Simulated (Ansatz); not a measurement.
**MgGa₁₅O₂₄ (cell with a defect): density, localisation and related maps**

```cif
data_structure
_symmetry_space_group_name_H-M 'P 1'
_symmetry_Int_Tables_number 1
_cell_length_a 7.5406
_cell_length_b 7.6536
_cell_length_c 8.4206
_cell_angle_alpha 72.477
_cell_angle_beta 75.384
_cell_angle_gamma 67.306
_cell_volume 422.39
loop_
_atom_site_label
_atom_site_type_symbol
_atom_site_fract_x
_atom_site_fract_y
_atom_site_fract_z
_atom_site_occupancy
Mg1 Mg 0.84552 0.83317 0.83637 1
Ga1 Ga 0.09804 0.58496 0.58707 1
Ga2 Ga 0.59871 0.08309 0.08618 1
Ga3 Ga 0.34843 0.33510 0.33583 1
Ga4 Ga 0.90240 0.41611 0.41352 1
Ga5 Ga 0.15223 0.16734 0.16315 1
Ga6 Ga 0.65379 0.66703 0.66419 1
Ga7 Ga 0.40438 0.91500 0.91329 1
Ga8 Ga 0.03323 0.78564 0.17157 1
Ga9 Ga 0.28620 0.53390 0.91912 1
Ga10 Ga 0.78477 0.03185 0.42031 1
Ga11 Ga 0.53310 0.28362 0.67217 1
Ga12 Ga 0.71410 0.46746 0.07754 1
Ga13 Ga 0.96654 0.21650 0.82877 1
Ga14 Ga 0.46530 0.71601 0.32975 1
Ga15 Ga 0.21699 0.96788 0.57862 1
O1 O 0.00202 0.01158 0.74106 1
O2 O 0.24978 0.75917 0.49419 1
O3 O 0.75042 0.25737 0.99360 1
O4 O 0.49990 0.50807 0.24431 1
O5 O 0.75286 0.23839 0.50905 1
O6 O 0.00268 0.99331 0.25682 1
O7 O 0.50295 0.49273 0.75470 1
O8 O 0.24792 0.74404 0.00478 1
O9 O 0.09023 0.56432 0.34770 1
O10 O 0.33863 0.31620 0.09923 1
O11 O 0.84113 0.81019 0.59171 1
O12 O 0.57990 0.07087 0.85262 1
O13 O 0.65285 0.68287 0.90159 1
O14 O 0.91217 0.43419 0.65038 1
O15 O 0.40975 0.93530 0.15305 1
O16 O 0.16129 0.18657 0.40008 1
O17 O 0.43023 0.90420 0.67880 1
O18 O 0.67775 0.64825 0.43200 1
O19 O 0.17759 0.15005 0.93277 1
O20 O 0.92668 0.40190 0.18115 1
O21 O 0.32269 0.34896 0.56726 1
O22 O 0.57089 0.10052 0.31899 1
O23 O 0.07855 0.58749 0.81810 1
O24 O 0.81739 0.84878 0.07861 1
```

Spin-polarised.

Computed with DFT PBEsol, scalar-relativistic, plane waves, PAW in Ansatz 0.2.0.

Core electrons are frozen (PAW), and the valence fields are smoothed inside the atomic spheres.

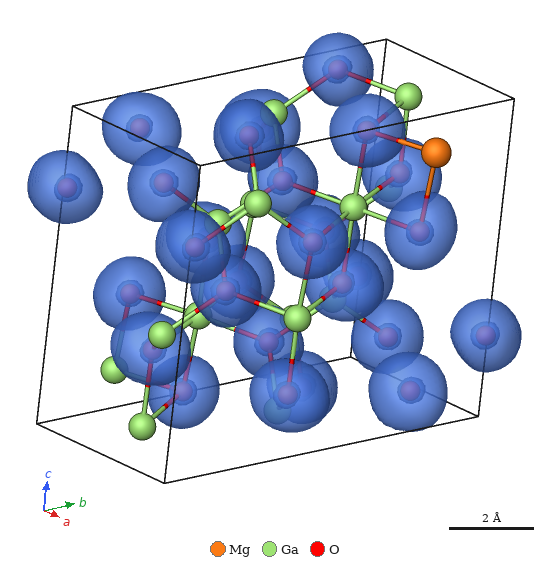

Figure 1. Isosurface of the ELF at 0.65 (blue), seen slightly off an axis. Only the valence region is drawn (cores and ρ < 0.01 e/Å³ removed). Sticks mark near contacts.

Q: Where are the electrons localised?

A: The ELF exceeds this value in 24 regions wrapped around O (the valence shell of each), counted in one cell of 40 atoms. Regions shared between cells count once.


Ga–O (1.82 Å): the ELF peaks at about 0.80 in the valence shell of O, 0.6 Å from its nucleus, and is about 0.40 at the midpoint. Mg–O (2.00 Å): the ELF peaks at about 0.85 in the valence shell of O, 0.7 Å from its nucleus, and is about 0.35 at the midpoint.

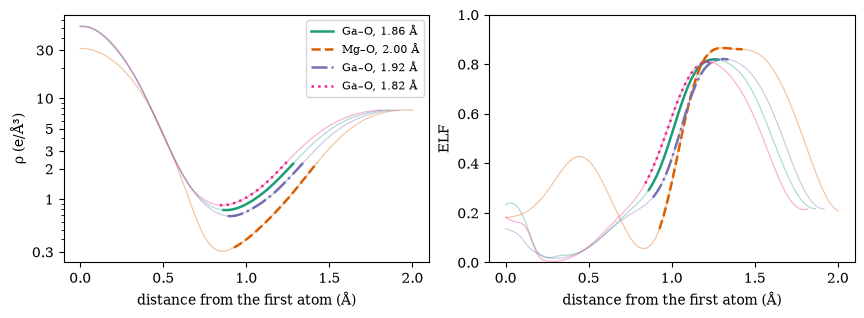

Figure 2. Valence pseudo-density and electron localisation function along straight lines between neighbouring atoms. Thin, pale parts lie inside the atomic spheres.

Q: Compare the contacts.

A: Ga–O (1.86 Å): ρ at the midpoint is about 0.8 e/Å³; the ELF peaks at about 0.80 in the valence shell of O, 0.6 Å from its nucleus, and is about 0.40 at the midpoint.
Mg–O (2.00 Å): ρ is about 0.4 e/Å³ halfway; the ELF peaks at about 0.85 in the valence shell of O, 0.7 Å from its nucleus, and is about 0.35 at the midpoint.
Ga–O (1.92 Å): ρ is about 0.7 e/Å³ halfway; the ELF peaks at about 0.80 in the valence shell of O, 0.6 Å from its nucleus, and is about 0.35 at the midpoint.
Ga–O (1.82 Å): ρ at the midpoint is about 0.9 e/Å³; the ELF peaks at about 0.80 in the valence shell of O, 0.6 Å from its nucleus, and is about 0.40 at the midpoint.

Q: Does the calculation make it a metal, or give it a gap?

A: It is metallic or semimetallic at this level of theory: no gap opens.
